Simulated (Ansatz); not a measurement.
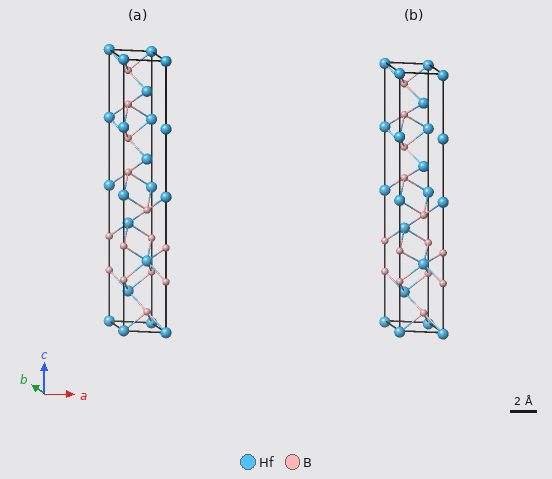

The structure of crystalline HfB (a generated structure, set up in P-6m2) before (left) and after (right) a relaxation, at one scale.

The picture is a ball-and-stick view of the cell of the calculation, seen slightly off an axis.

Case: stacking ABCBACAC.

Method: DFT PBE, scalar-relativistic, plane waves, PAW in Ansatz 0.2.0.

Input
```yaml
crystal:
  lattice:
    - [3.4223056964, 0.0, 0.0]
    - [-1.7111528482, 2.9638036726, 0.0]
    - [0.0, 0.0, 22.2706742715]
  atoms:
    - { symbol: Hf, position: [0.0, 0.0, 0.0] }
    - { symbol: B, position: [0.6666666667, 0.3333333333, 0.0625] }
    - { symbol: Hf, position: [0.3333333333, 0.6666666667, 0.125] }
    - { symbol: B, position: [0.0, 0.0, 0.1875] }
    - { symbol: Hf, position: [0.6666666667, 0.3333333333, 0.25] }
    - { symbol: B, position: [0.0, 0.0, 0.3125] }
    - { symbol: Hf, position: [0.3333333333, 0.6666666667, 0.375] }
    - { symbol: B, position: [0.6666666667, 0.3333333333, 0.4375] }
    - { symbol: Hf, position: [0.0, 0.0, 0.5] }
    - { symbol: B, position: [0.3333333333, 0.6666666667, 0.5625] }
    - { symbol: Hf, position: [0.6666666667, 0.3333333333, 0.625] }
    - { symbol: B, position: [0.3333333333, 0.6666666667, 0.6875] }
    - { symbol: Hf, position: [0.0, 0.0, 0.75] }
    - { symbol: B, position: [0.3333333333, 0.6666666667, 0.8125] }
    - { symbol: Hf, position: [0.6666666667, 0.3333333333, 0.875] }
    - { symbol: B, position: [0.3333333333, 0.6666666667, 0.9375] }
basis:
  ecutwfc: 420
kpoints:
  mp_grid: { grid: [12, 12, 2] }
hamiltonian:
  xc: pbe
scf:
  occupations: { method: gaussian, width: 0.1 }
output:
  forces: true
  stress: true
  eigenvalues: true
  populations: true
relax:
  adjacent_minimum: "off"
  f_tol: 0.01
  max_steps: 45
  cell: { stress_tol: 0.05 }
```

Run as
```bash
ansatz run input.yaml --threads 1 --pin off --max-ram 2560MiB --backend cpu --events-out ev --progress --plain --runs-dir out
```

### Summarise the run.

The run was cut off at its time limit before the relaxation converged, so the last structure is only a point on the way. Over 2 geometry steps the energy falls by 29.2 meV per atom. The largest force component goes from 0.4 to 0.28 eV/Å. The pressure goes from −0.23 to −0.50 GPa. The largest moves relative to the cell, 0.12 Å, are those of B10 and B16. B10 goes along +c. By element the largest moves are B 0.12 Å, Hf 0.10 Å. The volume changes by +0.4 %, with a = b 3.422 → 3.513 Å (+2.7 %), c 22.271 → 21.209 Å (−4.8 %). Some distances before and after: Hf11–Hf13 3.414 → 3.296 Å, Hf3–Hf5 3.414 → 3.317 Å, Hf11–Hf11 3.422 → 3.513 Å, B2–Hf3 2.417 → 2.459 Å. Bond angles that change, for instance: B14–Hf15–B16 70.3° → 63.8°, Hf15–B16–Hf15 90.1° → 94.7°, B14–Hf15–B14 90.1° → 94.6°. The space group stays P-6m2 (No. 187).
